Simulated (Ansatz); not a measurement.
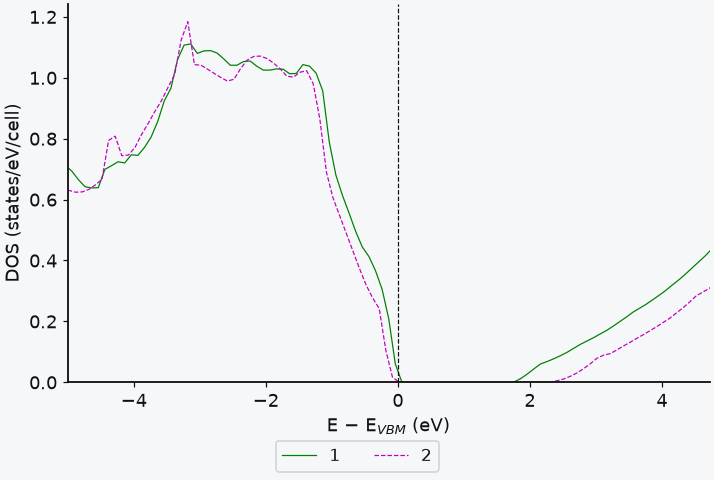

Total densities of states of SiC, space group F-43m, 2 atoms in the cell, by two methods on the same cell. Each is counted from its own valence-band top.

### Which curve is which? The methods: HSE06, r2SCAN.

1 is r2SCAN; 2 is HSE06. r2SCAN gives a gap of 1.72 eV and HSE06 gives a gap of 2.24 eV.

Settings. r2SCAN: DFT r2SCAN, scalar-relativistic, plane waves, PAW, no spin polarisation, 10×10×10 k mesh, 500 eV cutoff (Ansatz 0.2.0). HSE06: DFT HSE06, scalar-relativistic, plane waves, PAW, no spin polarisation, 8×8×8 k mesh, 420 eV cutoff, Gaussian smearing of 0.02 eV (Ansatz).
